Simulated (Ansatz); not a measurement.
The calculation's input:

```
crystal:
  lattice:
    - [2.95, 0.0, 0.0]
    - [-1.475, 2.5547749412, 0.0]
    - [0.0, 0.0, 4.68]
  atoms:
    - { symbol: Ti, position: [0.3333333333, 0.6666666667, 0.25] }
    - { symbol: Ti, position: [0.6666666667, 0.3333333333, 0.75] }
basis:
  ecutwfc: 500
  fft_grid_basis: typed
kpoints:
  mp_grid: { grid: [15, 15, 8] }
hamiltonian:
  xc: r2scan
scf:
  occupations: { method: gaussian, width: 0.05 }
  n_extra_bands: 6
output:
  forces: true
  stress: false
  eigenvalues: true
  bader: false
  write_density: false
  volumetric_format: npy
  band_densities:
    - { e_range: [-0.25, 0.25] }
    - { e_range: [-1.2, 0.0] }
    - { e_range: [-6.64, -4.41] }
    - { e_range: [-4.41, -2.21] }
  dos:
    e_range: [-30, 8]
    de: 0.02
    method: { smearing: { sigma: 0.03, scheme: gaussian } }
    projected: { site_lists: { Ti: [Ti] } }
checkpoint:
  read: start.run
  write: ck
  compress: false
  write_wavefunctions: false
  write_every: 100000
```

Launched as:

```sh
ansatz run input.yaml --threads 2 --pin off --max-ram 4096MiB --backend cpu --events-out ev --progress --plain --runs-dir out
```

The picture shows the conventional cell (a = 2.95 Å, b = 2.95 Å, c = 4.68 Å, α = 90.00°, β = 90.00°, γ = 120.00°).

Space group P6_3/mmc; the calculation finds a residual pressure of about −2 GPa at this fixed cell.

These are results of DFT r2SCAN, scalar-relativistic, plane waves, PAW (Ansatz), not measurements.

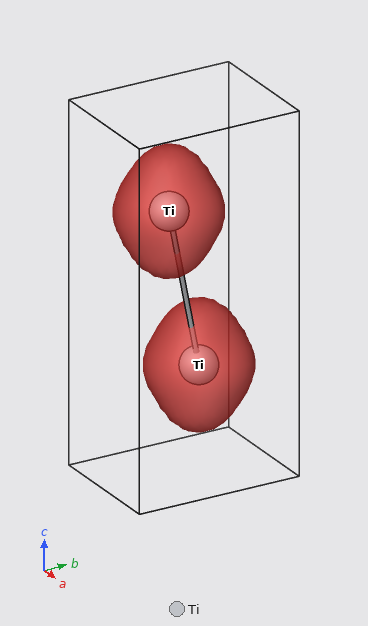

Ti. Density of the Kohn–Sham states from −0.25 to +0.25 eV about the Fermi level (the states at the Fermi level), scaled to one electron a cell: red surface at 0.06 1/Å³, in the conventional cell seen slightly off an axis.

Core electrons are frozen (PAW), so the fields are smoothed inside the atomic spheres.

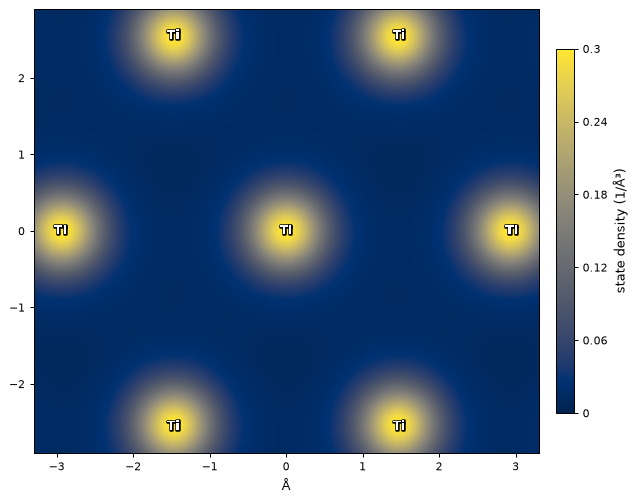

The same field as a map on the (001) plane of the conventional cell.

**Describe these states.**

Löwdin projections on the PAW files' atomic orbitals give Ti 3d (over 95 %).
